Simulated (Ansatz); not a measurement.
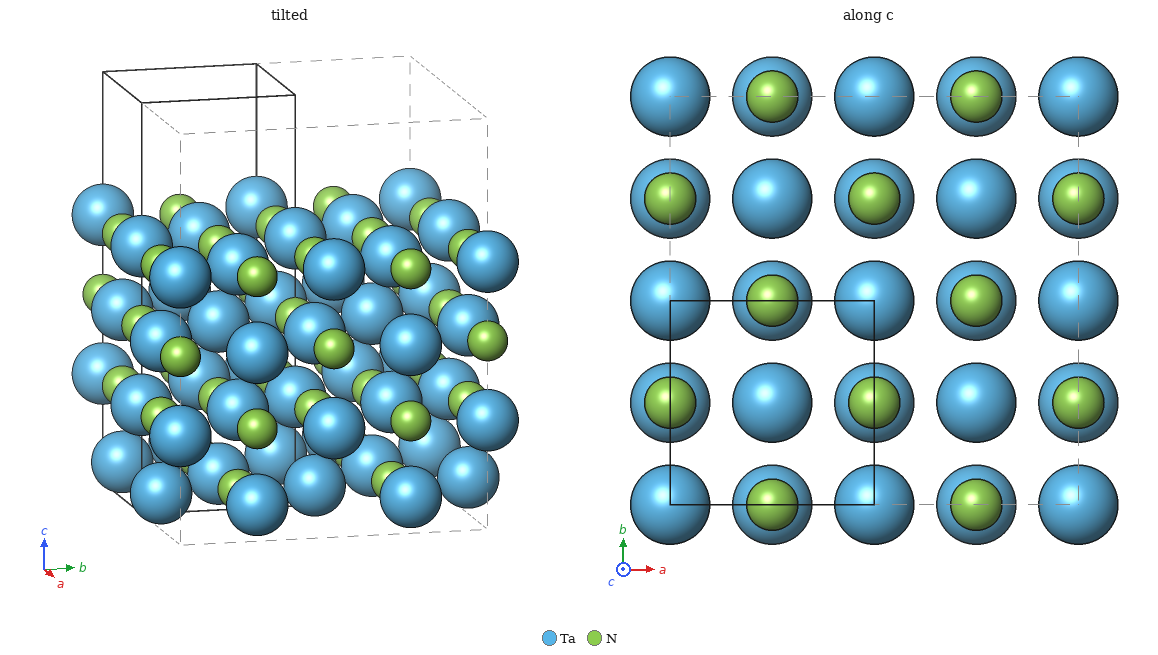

This spheres-only model is shown slightly off an axis and along the c axis. A 2×2×1 array of cells is drawn; the conventional unit cell has the solid edges.

Describe the arrangement of the atoms.

- The material is Ta4N3.
- It takes space group P4mm (No. 99) on a primitive tetragonal lattice.
- It has 14 atoms to the cell (8 Ta, 6 N).

Provenance: a structure listed in the Materials Project. The cell was then strained or its atoms displaced on purpose. It was run through Ansatz as a DFT input.

At this level of theory the run's own cell isn't at rest (stretched, at -9 GPa and forces up to 2.6 eV/Å), so its distances can differ from those at equilibrium, the more so the softer the solid.
